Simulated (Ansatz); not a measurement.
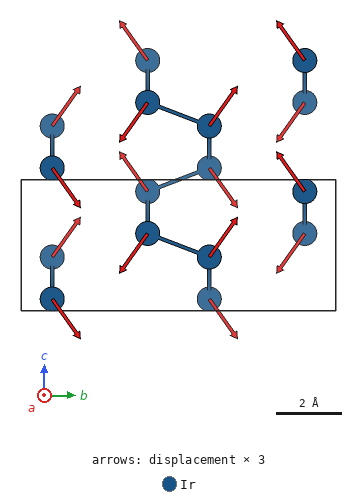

This is a relaxation of a crystal of Ir (built on the black phosphorus_64 type) (coarse preliminary run). The starting structure is drawn; red arrows show the displacements (the part carried along by the change of the cell is left out), magnified 3 times.

A ball-and-stick model of the conventional cell (2 times the calculation's cell), repeated 1 × 1 × 2 with one cell outlined, seen along the a axis. Lengths and directions refer to the drawn axes.

Case: black phosphorus type (Cmce, No. 64).

Level of theory: DFT PBE, scalar-relativistic, plane waves, PAW in Ansatz.

The input:
```yaml
crystal:
  lattice:
    - [1.5276580251, -4.8460450948, 0.0]
    - [1.5276580251, 4.8460450948, 0.0]
    - [0.0, 0.0, 4.0429861934]
  atoms:
    - { symbol: Ir, position: [0.098, 0.902, 0.91] }
    - { symbol: Ir, position: [0.598, 0.402, 0.59] }
    - { symbol: Ir, position: [0.902, 0.098, 0.09] }
    - { symbol: Ir, position: [0.402, 0.598, 0.41] }
basis:
  ecutwfc: 420
kpoints:
  mp_grid: { grid: [6, 6, 4] }
hamiltonian:
  xc: pbe
scf:
  occupations: { method: gaussian, width: 0.1 }
  lower_state_search: "off"
output:
  forces: true
  stress: true
  eigenvalues: true
relax:
  adjacent_minimum: "off"
  f_tol: 0.04
  max_steps: 70
  cell: { stress_tol: 0.4 }
```

Question: What did the optimiser do to the structure, and how much energy did it gain?

Answer: Over 8 accepted moves (10 points after the start) the energy falls by 20.928 eV per cell of the calculation. Largest force component: 18 eV/Å at the start, 0.00088 eV/Å at the end. The pressure goes from 208.22 to 0.02 GPa. The SCF was repeated twice at an unchanged geometry on a basis and grid sized afresh for the cell, which shifted the energy by 13.5 meV per cell of the calculation at most. The largest moves relative to the cell, 0.51 Å, are those of Ir1, Ir2, Ir3 and Ir4. Ir1 goes along [0 −1 3]. Cell: a 3.055 → 2.696 Å (−11.8 %), b 9.692 → 9.863 Å (+1.8 %), c 4.043 → 4.620 Å (+14.3 %). Volume +2.6 %. Among the contacts that change: Ir1–Ir2 2.002 → 2.675 Å, Ir1–Ir3 3.398 → 2.759 Å, Ir1–Ir3 (another image) 2.034 → 2.524 Å, Ir1–Ir2 (another image) 3.145 → 2.675 Å. New bonds form: Ir1–Ir3 (3.40 → 2.76 Å), Ir2–Ir4 (3.40 → 2.76 Å). Bond angles that change, for instance: Ir2–Ir1–Ir2 99.5° → 60.5°, Ir2–Ir1–Ir3 103.4° → 90.0°. The space group (tolerance 0.01 Å) goes from Cmce (No. 64) to Fmmm (No. 69).

Limits of the set-up: the k-point mesh is coarse for a cell with partly filled bands.
